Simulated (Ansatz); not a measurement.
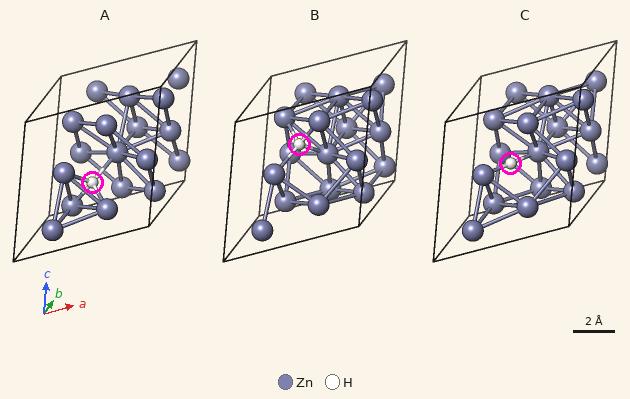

3 geometries from a converged minimum-energy path of a defect cell of composition Zn18H (19 atoms in the cell), shuffled. Style: ball-and-stick. Shown: the simulation cell (origin moved), slightly off an axis. The moving atom is ringed, with any periodic copies. Bonds to atoms that aren't drawn are left out.

Level of theory: DFT PBE, scalar-relativistic, plane waves, PAW in Ansatz 0.2.0. Run with plane-wave cutoff 420 eV; k-point mesh 4 × 4 × 4; Gaussian smearing 0.1 eV; 3 movable images; climbing image.

Question: Which frame is the top of the path?

Answer: C. In order along the path, whose images run from 0 to 4: B (image 0, 0.000 eV), C (image 2, +0.178 eV), A (image 4, 0.000 eV). The H atom travels furthest, 1.89 Å from end to end, roughly along −c, on a straight line. At the highest image its nearest neighbour (Zn) is 1.77 Å away, against 1.85 Å at the start, and the surrounding atoms stand up to 0.08 Å off the mean of their end positions.

Limits of the set-up: the periodic images lie only 6.8 Å apart, so the values are limited by the cell's size.

Cost: 14 min on 4 threads of Arm Neoverse V1, on a shared host, peak memory 3.7 GiB.
